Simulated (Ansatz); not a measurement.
W: single-point calculation (part 1 of 2)

- system: W (defect cell, 26 atoms in the cell)
- method: DFT, PBE, plane waves, PAW, no spin polarisation (Ansatz 0.2.0)

The structure derives from an entry of the Crystallography Open Database.

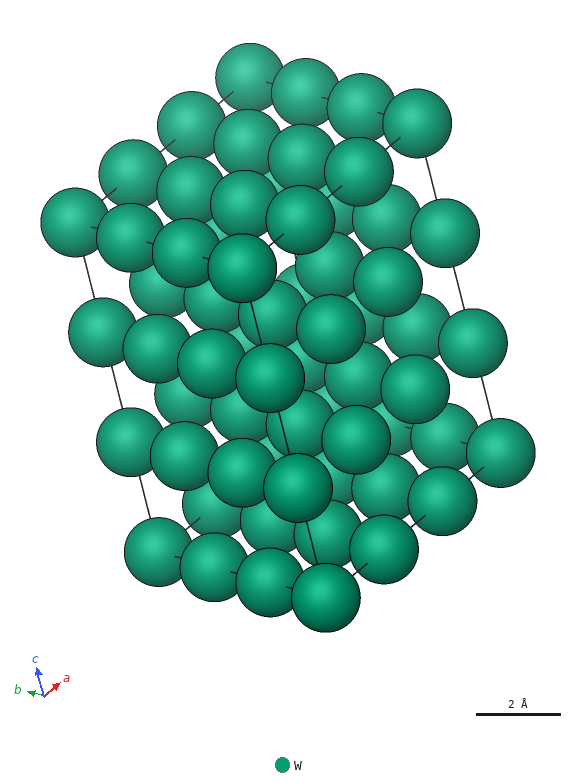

The input geometry (spheres-only view of the cell of the calculation, seen slightly off an axis).

## Summary

```json
{"quantity": "outcome", "value": "converged"}
{"quantity": "electrons treated", "value": "364"}
{"quantity": "free energy", "value": "−269990.6296 eV"}
{"quantity": "Fermi energy", "value": "20.371 eV"}
{"quantity": "gap on the k-point mesh", "value": "none (metallic)"}
{"quantity": "pressure", "value": "−4.69 GPa"}
{"quantity": "largest force (length of the vector)", "value": "0.008 eV/Å"}
{"quantity": "hardware", "value": "4 threads of Intel Xeon @ 2.30GHz, 28 GiB of memory available, shared host"}
{"quantity": "wall time", "value": "14 s (CPU time 52 s)"}
{"quantity": "peak memory", "value": "2 GiB"}
```

## Notes

Settings chosen away from the usual ones: scf.mixing.algorithm set to msr1; scf.mixing.beta set to 0.3; scf.mixing.ndim set to 2. Spin–orbit coupling is left out, which matters for W.

## Input file
```yaml
crystal:
  lattice:
    - [-6.0555093448, 0.0, -6.0555093448]
    - [0.0, -6.0555093448, -6.0555093448]
    - [-6.0555093448, -6.0555093448, 0.0]
  atoms:
    - { symbol: W, position: [0.6666666667, 0.6666666667, 0.3408062337] }
    - { symbol: W, position: [0.6666666667, 0.6666666667, -0.0074729004] }
    - { symbol: W, position: [0.3408062337, 0.6666666667, 0.6666666667] }
    - { symbol: W, position: [0.3333370002, 0.6666556659, 0.3333370002] }
    - { symbol: W, position: [0.3408062337, 0.6666666667, -0.0074729004] }
    - { symbol: W, position: [-0.0074729004, 0.6666666667, 0.6666666667] }
    - { symbol: W, position: [-0.0074729004, 0.6666666667, 0.3408062337] }
    - { symbol: W, position: [-3.6669e-06, 0.6666776674, -3.6669e-06] }
    - { symbol: W, position: [0.6666666667, 0.3408062337, 0.6666666667] }
    - { symbol: W, position: [0.6666556659, 0.3333370002, 0.3333370002] }
    - { symbol: W, position: [0.6666666667, 0.3408062337, -0.0074729004] }
    - { symbol: W, position: [0.3333370002, 0.3333370002, 0.6666556659] }
    - { symbol: W, position: [0.3333370002, 0.3333370002, 0.3333370002] }
    - { symbol: W, position: [0.3330034762, 0.3330034762, 0.0003298571] }
    - { symbol: W, position: [-0.0074729004, 0.3408062337, 0.6666666667] }
    - { symbol: W, position: [0.0003298571, 0.3330034762, 0.3330034762] }
    - { symbol: W, position: [0.0003298571, 0.3330034762, 0.0003298571] }
    - { symbol: W, position: [0.6666666667, -0.0074729004, 0.6666666667] }
    - { symbol: W, position: [0.6666666667, -0.0074729004, 0.3408062337] }
    - { symbol: W, position: [0.6666776674, -3.6669e-06, -3.6669e-06] }
    - { symbol: W, position: [0.3408062337, -0.0074729004, 0.6666666667] }
    - { symbol: W, position: [0.3330034762, 0.0003298571, 0.3330034762] }
    - { symbol: W, position: [0.3330034762, 0.0003298571, 0.0003298571] }
    - { symbol: W, position: [-3.6669e-06, -3.6669e-06, 0.6666776674] }
    - { symbol: W, position: [0.0003298571, 0.0003298571, 0.3330034762] }
    - { symbol: W, position: [-3.6669e-06, -3.6669e-06, -3.6669e-06] }
basis:
  ecutwfc: 420
kpoints:
  mp_grid: { grid: [4, 4, 4] }
hamiltonian:
  xc: pbe
scf:
  occupations: { method: gaussian, width: 0.1 }
  mixing: { algorithm: msr1, beta: 0.3, ndim: 2 }
output:
  forces: true
  eigenvalues: true
  stress: true
```

Launch command:
```bash
ansatz run input.yaml --threads 4 --pin off --max-ram 2560MiB --backend cpu --events-out ev --progress --plain --runs-dir out
```

## What the program printed
```
Engine: ansatz 0.2.0, x86_64-unknown-linux-gnu
Pseudopotentials: kind: paw
Pseudopotential: W, paw, valence charge 14, recommended cutoff 420 eV (normal), W.paw.azcp
Functional definition: PBE
  parameter kappa = 0.804
  parameter beta = 0.06672455060314922
  exchange = pbe_x(kappa = kappa, mu = beta*pi^2/3)
  correlation = pbe_c(beta = beta)
Crystal: 26 atoms, lattice volume = 444.101 Å³
Basis set: ecut = 420 eV, 8657 PW (Γ), exchange–correlation on 120×120×120 points (8 copies of the dense FFT grid, shifted against one another)
Bands: 219, of which v1, the nominal top of the filled ones, is band 182 counted from 1 (181 counted from 0)
Symmetry: 48 space group operations
Space group: Fm-3m (ITA 225), of the structure as read, at distance tolerance 7.6e-5 Å
k-points: 8 of 64
Non-local potential: W, projectors of the file, l = 0: 3, l = 1: 2, l = 2: 2, l = 3: 1
PAW form: soft (Blöchl's): semilocal exchange-correlation on the pseudo side does not see the compensation charge
PAW one-centre angular grid: W, 590 points (default); XC on 64 Gauss nodes
Initial density: superposition of atomic densities (neutral atoms: chi_scale 0, normalization atom), corrected by the library's trained network
Initial wavefunctions: pseudopotential atomic-orbital guess
Functional: x = pbe(κ = 0.804, μ = 0.2195149727645171), c = pbe(β = 0.06672455060314922)
SCF iter   1: F=—  HF=-269990.688329 eV  |F-HF|=—  |Δ(HF+E_count)|=         —  Δρ=6.49e-3  dr2=5.94e-1  ethr=1.77e-3  ⟨swp⟩=4.6  Hψ=6437  notcnv=0
preconditioner: auto → Kerker (q_TF=auto, 2.639 Å⁻¹)  [metal: Δε(μ)=0.012 eV  Ē_g=4.277 eV  σ=0.100 eV  W_gap=0.07  n_scr=136 (ndim 2)  ℏωp=22.0 eV  f_vac=0.002  D(μ)=29.67/eV (n_scr^D=330)]
SCF iter   2: F=—  HF=-269990.646058 eV  |F-HF|=—  |Δ(HF+E_count)|=   4.23e-2  Δρ=3.93e-3  dr2=1.57e-1  ethr=1.63e-4  ⟨swp⟩=1.0  Hψ=2016  notcnv=0
SCF iter   3: F=—  HF=-269990.631823 eV  |F-HF|=—  |Δ(HF+E_count)|=   1.42e-2  Δρ=1.76e-3  dr2=2.34e-2  ethr=4.32e-5  ⟨swp⟩=2.0  Hψ=1843  notcnv=0
SCF iter   4: F=—  HF=-269990.629189 eV  |F-HF|=—  |Δ(HF+E_count)|=   2.63e-3  Δρ=5.63e-4  dr2=6.62e-3  ethr=6.42e-6  ⟨swp⟩=2.0  Hψ=2160  notcnv=0
SCF iter   5: F=—  HF=-269990.628810 eV  |F-HF|=—  |Δ(HF+E_count)|=   3.79e-4  Δρ=2.76e-4  dr2=7.42e-4  ethr=1.82e-6  ⟨swp⟩=2.0  Hψ=2114  notcnv=0
SCF iter   6: F=—  HF=-269990.628760 eV  |F-HF|=—  |Δ(HF+E_count)|=   5.01e-5  Δρ=1.43e-4  dr2=4.07e-4  ethr=2.04e-7  ⟨swp⟩=2.0  Hψ=2174  notcnv=0
SCF iter   7: F=—  HF=-269990.628676 eV  |F-HF|=—  |Δ(HF+E_count)|=   8.40e-5  Δρ=9.66e-5  dr2=1.39e-4  ethr=1.12e-7  ⟨swp⟩=1.8  Hψ=1724  notcnv=0
SCF iter   8: F=—  HF=-269990.628729 eV  |F-HF|=—  |Δ(HF+E_count)|=   5.31e-5  Δρ=8.23e-5  dr2=1.40e-4  ethr=3.81e-8  ⟨swp⟩=2.0  Hψ=2170  notcnv=0
SCF iter   9: F=—  HF=-269990.628699 eV  |F-HF|=—  |Δ(HF+E_count)|=   3.00e-5  Δρ=5.16e-5  dr2=3.20e-5  ethr=3.81e-8  ⟨swp⟩=2.0  Hψ=2138  notcnv=0
SCF iter  10: F=—  HF=-269990.629636 eV  |F-HF|=—  |Δ(HF+E_count)|=   9.37e-4  Δρ=2.76e-5  dr2=1.45e-5  ethr=8.78e-9  ⟨swp⟩=2.0  Hψ=2125  notcnv=0
SCF iter  11: F=—  HF=-269990.629636 eV  |F-HF|=—  |Δ(HF+E_count)|=   3.30e-7  Δρ=1.86e-5  dr2=5.33e-6  ethr=3.98e-9  ⟨swp⟩=2.0  Hψ=1895  notcnv=0
SCF iter  12: F=—  HF=-269990.629637 eV  |F-HF|=—  |Δ(HF+E_count)|=   6.04e-7  Δρ=2.37e-5  dr2=1.04e-5  ethr=1.47e-9  ⟨swp⟩=2.0  Hψ=2212  notcnv=0
SCF iter  13: F=—  HF=-269990.629636 eV  |F-HF|=—  |Δ(HF+E_count)|=   7.01e-7  Δρ=9.86e-6  dr2=1.34e-6  ethr=1.47e-9  ⟨swp⟩=2.0  Hψ=2170  notcnv=0
SCF iter  14: F=—  HF=-269990.629636 eV  |F-HF|=—  |Δ(HF+E_count)|=   3.38e-8  Δρ=6.31e-6  dr2=6.43e-7  ethr=3.68e-10  ⟨swp⟩=2.0  Hψ=1812  notcnv=0
SCF iter  15: F=—  HF=-269990.629636 eV  |F-HF|=—  |Δ(HF+E_count)|=   8.43e-8  Δρ=8.81e-6  dr2=9.99e-7  ethr=1.77e-10  ⟨swp⟩=2.0  Hψ=2153  notcnv=0
SCF iter  16: F=—  HF=-269990.629636 eV  |F-HF|=—  |Δ(HF+E_count)|=   8.58e-8  Δρ=3.69e-6  dr2=2.54e-7  ethr=1.77e-10  ⟨swp⟩=2.0  Hψ=2189  notcnv=0
SCF iter  17: F=—  HF=-269990.629636 eV  |F-HF|=—  |Δ(HF+E_count)|=   4.66e-9  Δρ=2.50e-6  dr2=1.05e-7  ethr=2.75e-11  ⟨swp⟩=10.2  Hψ=5784  notcnv=0
SCF iter  18: F=—  HF=-269990.629636 eV  |F-HF|=—  |Δ(HF+E_count)|=   6.64e-9  Δρ=2.46e-6  dr2=1.10e-7  ethr=2.75e-11  ⟨swp⟩=4.0  Hψ=4493  notcnv=0
SCF iter  19: F=-269990.629636 eV  HF=-269990.629636 eV  |F-HF|=1.15e-8  |Δ(HF+E_count)|=   6.17e-9  Δρ=1.31e-6  dr2=2.15e-8  ethr=2.75e-11  ⟨swp⟩=2.6  Hψ=4385  notcnv=0
SCF 1 converged in 19 iterations: F = -269990.629636 eV  dr2 = 2.15e-8
  greatest PAW one-centre occupation: 1.000 electrons in one spin orbital (limit 2), on the W atom at site 25 (counted from 0), in its partial waves of l = 0
```

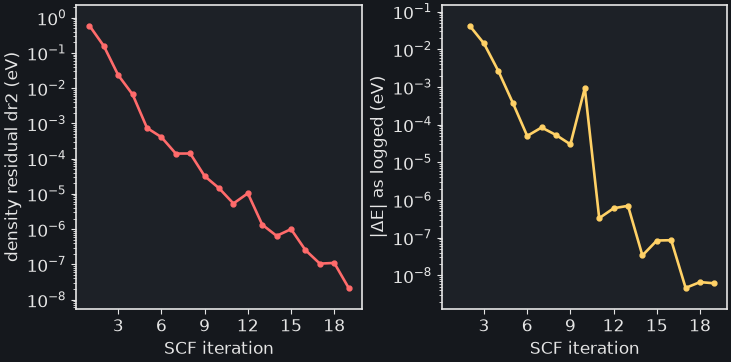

Convergence of the self-consistent field: density residual dr2 and size of the energy change against the SCF iteration. The residual falls almost steadily, with no more than small rises.

```
SCF converged after 19 iterations
Free energy (F): -269990.629636 eV
Harris-Foulkes:  -269990.629636 eV  (|F-HF|=1.15e-8)
Internal energy: -269990.479707 eV  (E = F + TS)
E sigma→0 (E₀):  -269990.554671 eV
Entropy (-TS):   -0.149929 eV (-5.766 meV/atom)
Fermi energy:    20.371044 eV
--- Per-component energies (eV) ---
  E_band       = -2742.657187
  E_kinetic    = 11653.022795
  E_local      = -17725.160246  (includes V_loc(G=0)·N_el)
  E_nonlocal   = 21.746274
  E_hartree    = 6366.131221
  E_xc         = -6917.882017
  E_vxc        = -6179.093690  (∫ρ·V_xc dr)
  E_paw        = -222622.178557  (= ΣΔE_a)
  E_vpaw       = -3245.437034  (= ΣTr[D̂ρ^β])
  E_aug_tail   = -0.001461  (compensation charges beyond the density's cutoff)
  E_ewald      = -40766.157715
  E_smearing   = -0.149929  (= −TS)
  E_closure    = 0.000000  (closes the sum)
  Σ components = -269990.629636   (vs F -269990.629636, Δ=0.00e0)
--- Forces (eV/Å), atoms counted from 1 ---
  atom   1  W      0.00031906     0.00031906    -0.00000000
  atom   2  W     -0.00031906    -0.00031906     0.00000000
  atom   3  W      0.00031906    -0.00000000     0.00031906
  atom   4  W      0.00147361    -0.00147361    -0.00147361
  atom   5  W      0.00000000    -0.00031906     0.00031906
  atom   6  W     -0.00031906    -0.00000000    -0.00031906
  atom   7  W     -0.00000000     0.00031906    -0.00031906
  atom   8  W     -0.00147361     0.00147361     0.00147361
  atom   9  W     -0.00000000     0.00031906     0.00031906
  atom  10  W     -0.00147361     0.00147361    -0.00147361
  atom  11  W     -0.00031906    -0.00000000     0.00031906
  atom  12  W     -0.00147361    -0.00147361     0.00147361
  atom  13  W      0.00147361     0.00147361     0.00147361
  atom  14  W      0.00000000     0.00000000    -0.00823586
  atom  15  W     -0.00031906     0.00031906     0.00000000
  atom  16  W     -0.00000000    -0.00823586     0.00000000
  atom  17  W      0.00823586     0.00000000    -0.00000000
  atom  18  W      0.00000000    -0.00031906    -0.00031906
  atom  19  W      0.00031906     0.00000000    -0.00031906
  atom  20  W      0.00147361    -0.00147361     0.00147361
  atom  21  W      0.00031906    -0.00031906    -0.00000000
  atom  22  W     -0.00823586     0.00000000    -0.00000000
  atom  23  W      0.00000000     0.00823586     0.00000000
  atom  24  W      0.00147361     0.00147361    -0.00147361
  atom  25  W      0.00000000     0.00000000     0.00823586
  atom  26  W     -0.00147361    -0.00147361    -0.00147361
  max |Σ_I F_I| component: 8.67e-18 eV/Å
--- Stress (GPa, compression-positive) ---
       -4.686345       0.000000       0.000000
        0.000000      -4.686345       0.000000
       -0.000000       0.000000      -4.686345
  P = ⅓ Tr σ = -4.6863 GPa (-46.863 kbar)
--- Band table (eV; the first three rows and the last of 8) ---
```
